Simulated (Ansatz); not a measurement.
**Run report: B24HN23, single-point calculation (part 1 of 2)**

B24HN23 (defect cell, 48 atoms in the cell), computed with DFT PBE, scalar-relativistic, plane waves, PAW, spin-polarised (Ansatz 0.2.0).

The structure derives from an entry of the Crystallography Open Database.

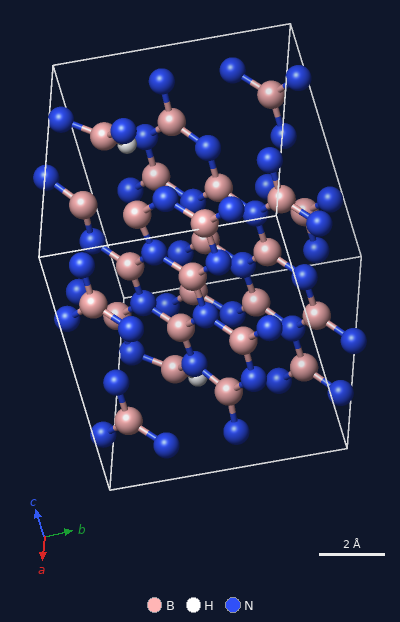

Fig. 1: The input geometry (ball-and-stick view of the cell of the calculation, seen at an oblique angle; bonded neighbours outside the cell are drawn too). An atom can appear more than once, as a periodic image.

### Input
```yaml
crystal:
  lattice:
    - [3.74736, -2.163539, -6.6357]
    - [3.74736, -2.163539, 6.6357]
    - [-7.49472, -4.327079, 0.0]
  atoms:
    - { symbol: B, position: [0.7100582709, 0.9570158772, 0.8400657123] }
    - { symbol: B, position: [0.2024996067, 0.4645166964, 0.8405580092] }
    - { symbol: B, position: [0.3771016564, 0.6230837755, 0.6735374982] }
    - { symbol: B, position: [0.8759386276, 0.124573779, 0.6733963326] }
    - { symbol: B, position: [0.0440477964, 0.2896874419, 0.5068942791] }
    - { symbol: B, position: [0.5450263123, 0.7885383127, 0.5066376755] }
    - { symbol: B, position: [0.710424873, 0.9562973427, 0.3398781622] }
    - { symbol: B, position: [0.2089450512, 0.4579375309, 0.3400579602] }
    - { symbol: B, position: [0.369051681, 0.6309254805, 0.1733592112] }
    - { symbol: B, position: [0.8761993031, 0.1239004089, 0.1732601248] }
    - { symbol: B, position: [0.0357902124, 0.2980349071, 0.0068779278] }
    - { symbol: B, position: [0.5403458614, 0.7932814466, 0.0066294794] }
    - { symbol: B, position: [0.6189526604, 0.3343183448, 0.8092053919], spin: 0.2 }
    - { symbol: B, position: [0.1318085571, 0.8757875168, 0.8258469877] }
    - { symbol: B, position: [0.3330105115, 0.0474903001, 0.6659441283], spin: 0.2 }
    - { symbol: B, position: [0.8012293748, 0.5340571322, 0.6579285358] }
    - { symbol: B, position: [0.9755359014, 0.7092279361, 0.4953572369] }
    - { symbol: B, position: [0.4676325969, 0.1993454883, 0.4865730357] }
    - { symbol: B, position: [0.630720318, 0.3755293592, 0.3262488555] }
    - { symbol: B, position: [0.1322171751, 0.8664170033, 0.323775017] }
    - { symbol: B, position: [0.2906136631, 0.036906907, 0.1565720825] }
    - { symbol: B, position: [0.7908535057, 0.5354145345, 0.1555371698] }
    - { symbol: B, position: [0.9567508531, 0.6922915869, -0.0135330783] }
    - { symbol: B, position: [0.4253310264, 0.2417836616, 0.0024314342], spin: 0.2 }
    - { symbol: H, position: [0.3621605584, 0.3053987382, 0.9058400986], spin: 0.2 }
    - { symbol: "N", position: [0.9651049659, 0.702185156, 0.8238865026] }
    - { symbol: "N", position: [0.1529456844, 0.8805606766, 0.6647932845] }
    - { symbol: "N", position: [0.6343493976, 0.3613789747, 0.6548423282] }
    - { symbol: "N", position: [0.8044840631, 0.5400441827, 0.4935202518] }
    - { symbol: "N", position: [0.3053627785, 0.0327859896, 0.490484857] }
    - { symbol: "N", position: [0.4614316997, 0.2054824639, 0.3226232484] }
    - { symbol: "N", position: [0.9651033012, 0.7014787191, 0.3237407353] }
    - { symbol: "N", position: [0.1251680753, 0.8641653313, 0.1548105135] }
    - { symbol: "N", position: [0.6188172159, 0.3819123446, 0.159819845] }
    - { symbol: "N", position: [0.7850605621, 0.5151378484, -0.0185156909] }
    - { symbol: "N", position: [0.2848256942, 0.0483331585, -0.0072015763] }
    - { symbol: "N", position: [0.8746078752, 0.1260034992, 0.8400599955] }
    - { symbol: "N", position: [0.3725647756, 0.6274437164, 0.8400591525] }
    - { symbol: "N", position: [0.5461163832, 0.7874089307, 0.6733366599] }
    - { symbol: "N", position: [0.0409653859, 0.2930711019, 0.6736152716] }
    - { symbol: "N", position: [0.2114665649, 0.4555037367, 0.5067473575] }
    - { symbol: "N", position: [0.7121497936, 0.9549563766, 0.5067090268] }
    - { symbol: "N", position: [0.8783339525, 0.1219484604, 0.3400465974] }
    - { symbol: "N", position: [0.3749647767, 0.625291317, 0.3400007013] }
    - { symbol: "N", position: [0.5398018256, 0.7936146944, 0.1733022728] }
    - { symbol: "N", position: [0.0403326813, 0.2932379996, 0.1734164316] }
    - { symbol: "N", position: [0.1948683956, 0.4719877442, 0.0073782441] }
    - { symbol: "N", position: [0.709330672, 0.9574631658, 0.0066313259] }
magnetization:
  spin_polarized: true
basis:
  ecutwfc: 420
  fft_grid_basis: typed
kpoints:
  mp_grid: { grid: [2, 2, 2] }
hamiltonian:
  xc: pbe
  pseudopotentials: { kind: paw }
scf:
  occupations: { method: gaussian, width: 0.05 }
output:
  forces: true
  stress: false
  eigenvalues: true
  bader: true
  write_density: true
  volumetric_format: npy
  populations: true
```

Launch command:
```bash
ansatz run input.yaml --threads 4 --pin off --max-ram 10240MiB --backend cpu --events-out ev --progress --plain --runs-dir out
```

### The program's output
```
Engine: ansatz 0.2.0, aarch64-unknown-linux-gnu
Pseudopotentials: kind: paw
Pseudopotential: B, paw, valence charge 3, recommended cutoff 420 eV (normal), B.paw.azcp
Pseudopotential: H, paw, valence charge 1, recommended cutoff 420 eV (normal), H.paw.azcp
Pseudopotential: N, paw, valence charge 5, recommended cutoff 420 eV (normal), N.paw.azcp
Functional definition: PBE
  parameter kappa = 0.804
  parameter beta = 0.06672455060314922
  exchange = pbe_x(kappa = kappa, mu = beta*pi^2/3)
  correlation = pbe_c(beta = beta)
Crystal: 48 atoms, lattice volume = 430.395 Å³
Basis set: ecut = 420 eV, 8413 PW (Γ), exchange–correlation on 108×108×120 points (8 copies of the dense FFT grid, shifted against one another)
Bands: 143, of which v1, the nominal top of the filled ones, is band 94 counted from 1 (93 counted from 0)
Symmetry: 1 space group operations
Space group: P1 (ITA 1), of the structure as read, at distance tolerance 7.6e-5 Å
Magnetic group: BNS 1.1 (UNI 1), of the structure as read, at distance tolerance 7.6e-5 Å
k-points: 8
Non-local potential: B, projectors of the file, l = 0: 2, l = 1: 2, l = 2: 1
Non-local potential: H, projectors of the file, l = 0: 2, l = 1: 1
Non-local potential: N, projectors of the file, l = 0: 2, l = 1: 2, l = 2: 1
PAW form: soft (Blöchl's): semilocal exchange-correlation on the pseudo side does not see the compensation charge
PAW one-centre angular grid: B, 110 points (default); XC on 64 Gauss nodes
PAW one-centre angular grid: H, 110 points (default); XC on 64 Gauss nodes
PAW one-centre angular grid: N, 110 points (default); XC on 64 Gauss nodes
Starting moments: Σ|m| = 0.8 μB on 4 of 48 sites
Initial wavefunctions: pseudopotential atomic-orbital guess
Functional: x = pbe(κ = 0.804, μ = 0.2195149727645171), c = pbe(β = 0.06672455060314922)
SCF iter   1: F=—  HF=-12673.832747 eV  |F-HF|=—  |Δ(HF+E_count)|=         —  Δρ=7.24e-2 (↑7.16e-2 ↓7.24e-2)  dr2=8.74e1  dr2_m=4.25e-2  M=0.000 μB ∫|m|=0.125 μB  β_m=0.30  ethr=3.10e-3  ⟨swp⟩=6.2  Hψ=10553  notcnv=0  defer=226
preconditioner: auto → Resta (q_TF=auto, 2.377 Å⁻¹)  ε∞=3.2  [insulator: Δε(μ)=4.085 eV  Ē_g=16.692 eV  σ=0.050 eV  W_gap=1.00  n_scr=90 (ndim 8)  ℏωp=24.5 eV  f_vac=0.000  D(μ)=0.00/eV (n_scr^D=0)  ε∞_Penn≈3.2]
spin=Collinear: Resta preconditioning applied to the charge; magnetization (m = ρ↑ − ρ↓) channel mixes plain (no charge-response kernel on spin).
SCF iter   2: F=—  HF=-12653.541511 eV  |F-HF|=—  |Δ(HF+E_count)|=    2.03e1  Δρ=4.20e-2 (↑4.12e-2 ↓4.20e-2)  dr2=2.90e1  dr2_m=2.15e-2  M=0.000 μB ∫|m|=0.107 μB  β_m=0.30  ethr=3.10e-3  ⟨swp⟩=2.5  Hψ=4232  notcnv=0  defer=695
SCF iter   3: F=—  HF=-12644.507321 eV  |F-HF|=—  |Δ(HF+E_count)|=    9.03e0  Δρ=1.96e-2 (↑1.90e-2 ↓1.96e-2)  dr2=4.49e0  dr2_m=1.10e-2  M=0.000 μB ∫|m|=0.092 μB  β_m=0.30  ethr=3.10e-3  ⟨swp⟩=3.2  Hψ=3381  notcnv=0  defer=695
SCF iter   4: F=—  HF=-12643.078586 eV  |F-HF|=—  |Δ(HF+E_count)|=    1.43e0  Δρ=3.40e-3 (↑3.40e-3 ↓3.26e-3)  dr2=1.33e-1  dr2_m=5.81e-3  M=0.000 μB ∫|m|=0.070 μB  β_m=0.30  ethr=2.39e-3  ⟨swp⟩=3.4  Hψ=4092  notcnv=0  defer=684
SCF iter   5: F=—  HF=-12643.114574 eV  |F-HF|=—  |Δ(HF+E_count)|=   3.60e-2  Δρ=2.65e-3 (↑2.65e-3 ↓2.49e-3)  dr2=6.77e-2  dr2_m=3.11e-3  M=0.000 μB ∫|m|=0.053 μB  β_m=0.30  ethr=7.06e-5  ⟨swp⟩=1.4  Hψ=1785  notcnv=0  defer=684
SCF iter   6: F=—  HF=-12643.170539 eV  |F-HF|=—  |Δ(HF+E_count)|=   5.60e-2  Δρ=8.96e-4 (↑7.79e-4 ↓8.96e-4)  dr2=4.21e-3  dr2_m=1.66e-3  M=0.000 μB ∫|m|=0.041 μB  β_m=0.30  ethr=3.60e-5  ⟨swp⟩=2.2  Hψ=2837  notcnv=0  defer=684
SCF iter   7: F=—  HF=-12643.175412 eV  |F-HF|=—  |Δ(HF+E_count)|=   4.87e-3  Δρ=5.77e-4 (↑5.49e-4 ↓5.77e-4)  dr2=9.18e-4  dr2_m=9.03e-4  M=0.000 μB ∫|m|=0.032 μB  β_m=0.30  ethr=2.24e-6  ⟨swp⟩=2.0  Hψ=2939  notcnv=0  defer=684
Mixer restart at iter 7: flushing history
spin-set hold released at iteration 7 (site moments contracting): the magnetisation degrees of freedom join the quasi-Newton model from the next iteration; the mixer history was flushed
SCF iter   8: F=—  HF=-12643.176481 eV  |F-HF|=—  |Δ(HF+E_count)|=   1.07e-3  Δρ=4.20e-4 (↑4.01e-4 ↓4.20e-4)  dr2=4.60e-4  dr2_m=4.96e-4  M=0.000 μB ∫|m|=0.025 μB  β_m=0.65  ethr=4.88e-7  ⟨swp⟩=2.1  Hψ=2268  notcnv=0  defer=684
SCF iter   9: F=—  HF=-12643.178137 eV  |F-HF|=—  |Δ(HF+E_count)|=   1.66e-3  Δρ=7.49e-5 (↑7.49e-5 ↓5.68e-5)  dr2=3.37e-5  dr2_m=1.00e-5  M=0.000 μB ∫|m|=0.005 μB  β_m=0.68  ethr=2.45e-7  ⟨swp⟩=2.8  Hψ=3120  notcnv=0  defer=684
SCF iter  10: F=—  HF=-12643.178241 eV  |F-HF|=—  |Δ(HF+E_count)|=   1.04e-4  Δρ=2.84e-5 (↑2.17e-5 ↓2.84e-5)  dr2=4.46e-6  dr2_m=1.54e-6  M=0.000 μB ∫|m|=0.002 μB  β_m=0.84  ethr=1.79e-8  ⟨swp⟩=2.0  Hψ=3788  notcnv=0  defer=684
SCF iter  11: F=—  HF=-12643.178251 eV  |F-HF|=—  |Δ(HF+E_count)|=   1.02e-5  Δρ=6.10e-6 (↑6.10e-6 ↓4.53e-6)  dr2=4.62e-7  dr2_m=3.69e-8  M=0.000 μB ∫|m|=0.000 μB  β_m=0.83  ethr=2.37e-9  ⟨swp⟩=2.0  Hψ=3108  notcnv=0  defer=684
SCF iter  12: F=—  HF=-12643.178251 eV  |F-HF|=—  |Δ(HF+E_count)|=   1.43e-7  Δρ=2.26e-6 (↑2.09e-6 ↓2.26e-6)  dr2=6.57e-8  dr2_m=3.68e-9  M=0.000 μB ∫|m|=0.000 μB  β_m=0.78  ethr=5.32e-11  ⟨swp⟩=21.2  Hψ=18639  notcnv=0
SCF iter  13: F=—  HF=-12643.178251 eV  |F-HF|=—  |Δ(HF+E_count)|=   4.90e-9  Δρ=7.50e-7 (↑7.50e-7 ↓7.17e-7)  dr2=5.40e-9  dr2_m=9.83e-10  M=0.000 μB ∫|m|=0.000 μB  β_m=0.81  ethr=3.50e-11  ⟨swp⟩=3.8  Hψ=5314  notcnv=0
SCF iter  14: F=-12643.178251 eV  HF=-12643.178251 eV  |F-HF|=2.24e-10  |Δ(HF+E_count)|=   2.14e-9  Δρ=1.90e-7 (↑1.65e-7 ↓1.90e-7)  dr2=2.78e-10  dr2_m=7.74e-11  M=0.000 μB ∫|m|=0.000 μB  ethr=2.87e-12  ⟨swp⟩=3.0  Hψ=4662  notcnv=0
SCF 1 converged in 14 iterations: F = -12643.178251 eV  dr2 = 2.78e-10
  greatest PAW one-centre occupation: 0.800 electrons in one spin orbital (limit 2), on the N atom at site 33 (counted from 0), in its partial waves of l = 0
```

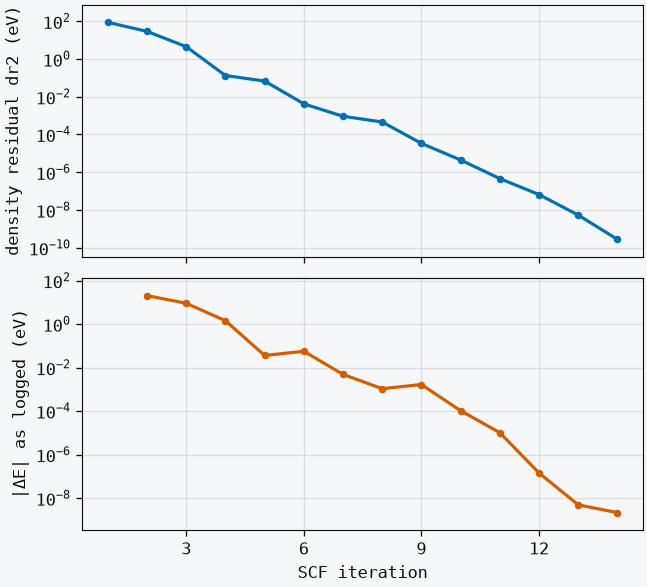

Fig. 2: Convergence of the self-consistent field: density residual dr2 and size of the energy change against the SCF iteration. The residual falls at every step.

```
WARN: the starting moments were not kept: the SCF closed with an absolute magnetisation of 1.7e-5 μB, where they sum to 0.8 μB in size (4 sites). That is at most 0.1 of that sum. Measured as dr2_m measures the in/out step, that magnetisation stands 1.1e-11 eV from none, at or under the dr2_threshold of 1.0e-7 eV: it is no larger than a step whose dr2_m would equal this threshold. The system may hold no moment; this SCF shows only that its start led to no more than that. To try another start: raise the starting moments (crystal.atoms[].spin, magnetization.per_species, magnetization.initial_magnetization, or on a non-collinear deck that types none of these the spinor_matrix: blocks that start its atoms; where the total moment is fixed, keep their sum and leave initial_magnetization as it is; typed ones take the place of any that the run laid by itself, positive ones on a crystal's lanthanoids without a Hubbard term where scf.initial_density.shell_occupations: [] is typed) or, if the notice of its spin-set hold's release reads "site moments contracting" or "site moments show no strong build", lengthen the hold (scf.mixing.spin_hold: { on: { confirm: 4 } }; for m-r²SCAN on two components see the key's manual first). Each may lead to a state that holds a moment. A second SCF, from the converged charge density, with the starting moments and any scf.initial_density.shell_occupations laid on it anew, would have followed, and was not run: the deck does not ask for one (magnetization.retry_lost_moments is false, the default). To let it run, set magnetization.retry_lost_moments: true and run the deck again, where that key's refused combinations let it; where memory then withholds it, that run's warning says so.
SCF converged after 14 iterations
Magnetization: 0.0000 μB (94.0000 up, 94.0000 down)
Absolute magnetization: 0.0000 μB (∫|ρ↑−ρ↓|, with the PAW one-centre terms)
Spin contamination: 0.0000 ħ² per cell (⟨S²⟩ above its minimum at these occupations)
Per-site moments (μB) at R_I (Å): [(-9.700755221753196e-9, 0.5948715953704632), (-2.9530419829233815e-8, 0.5955773732198718), (-1.2054232531445069e-8, 0.5951121020432077), (-1.1328031864121287e-8, 0.5949222802470231), (-1.0638813104779979e-8, 0.5950764665239444), (-8.613831164134447e-9, 0.5951547853997474), (-6.4216331043406866e-9, 0.5951099012769534), (-6.603964213924041e-9, 0.5950057013899273), (-1.446887648822729e-8, 0.5950277266350733), (-6.073502458982498e-9, 0.5948823732365807), (-1.600762631819998e-8, 0.5949375102786335), (-9.033484588914218e-9, 0.5948175733816689), (-4.439952085740288e-7, 0.5934478798523457), (2.0914218003751459e-7, 0.5911097336190907), (-4.626187054689595e-7, 0.5932527005475968), (1.6063488250557486e-7, 0.5926359357967167), (2.0649634022606448e-7, 0.5971239119123689), (1.721775869787057e-7, 0.5861910878245723), (1.1707497284645797e-7, 0.5913822253942154), (1.6147865284792638e-7, 0.5926552316086624), (1.1702752498359985e-7, 0.5916214654477749), (2.0961907705756778e-7, 0.5910345431299073), (2.0325875162187426e-7, 0.5973526170580452), (-5.5330872078295894e-8, 0.4894990674320176), (-3.873772868730382e-7, 0.4894990674320176), (-3.5420221239364116e-7, 0.5926359357967167), (6.151974542764575e-8, 0.6010707297595416), (1.8242477217003163e-7, 0.5934478798523457), (-2.8813118881025525e-7, 0.5953775447640796), (1.8519352321242768e-7, 0.5932527005475968), (-2.547247378335194e-7, 0.5861910878245723), (-3.611861368591927e-7, 0.5926552316086624), (-2.8714686937618104e-7, 0.5951942503316593), (3.794732256667663e-7, 0.5910345431299073), (6.548734278949672e-8, 0.6007404524264572), (3.793900621885474e-7, 0.5911097336190907), (2.3882385460818215e-8, 0.5949222802470231), (4.6398944127461425e-8, 0.5950803512954662), (2.836266883371596e-8, 0.5951547853997474), (4.6914466533535196e-8, 0.5949991947609516), (2.1693260700780283e-8, 0.5950764665239444), (1.499001276182186e-8, 0.5952207457537484), (1.667910796392494e-8, 0.5951099012769534), (1.1034751105852676e-8, 0.5951584342007482), (1.2392710704631173e-8, 0.5951836268943899), (1.1216907115332938e-8, 0.5950057013899273), (8.748761442551846e-8, 0.5949375102786335), (1.6911919014014623e-8, 0.5948175733816689)]
Free energy (F): -12643.178251 eV
Harris-Foulkes:  -12643.178251 eV  (|F-HF|=2.24e-10)
Internal energy: -12643.178251 eV  (E = F + TS)
E sigma→0 (E₀):  -12643.178251 eV
Fermi energy:    6.653960 eV
--- Per-component energies (eV) ---
  E_band       = -448.481591
  E_kinetic    = 4271.694110
  E_local      = -8122.033436  (includes V_loc(G=0)·N_el)
  E_nonlocal   = 1343.928468
  E_hartree    = 2631.547956
  E_xc         = -2158.890300
  E_vxc        = -2677.018274  (∫ρ·V_xc dr)
  E_paw        = -4835.349353  (= ΣΔE_a)
  E_vpaw       = -528.148818  (= ΣTr[D̂ρ^β])
  E_aug_tail   = 0.000906  (compensation charges beyond the density's cutoff)
  E_ewald      = -5774.076603
  E_smearing   = -0.000000  (= −TS)
  E_closure    = 0.000000  (closes the sum)
  Σ components = -12643.178251   (vs F -12643.178251, Δ=0.00e0)
```
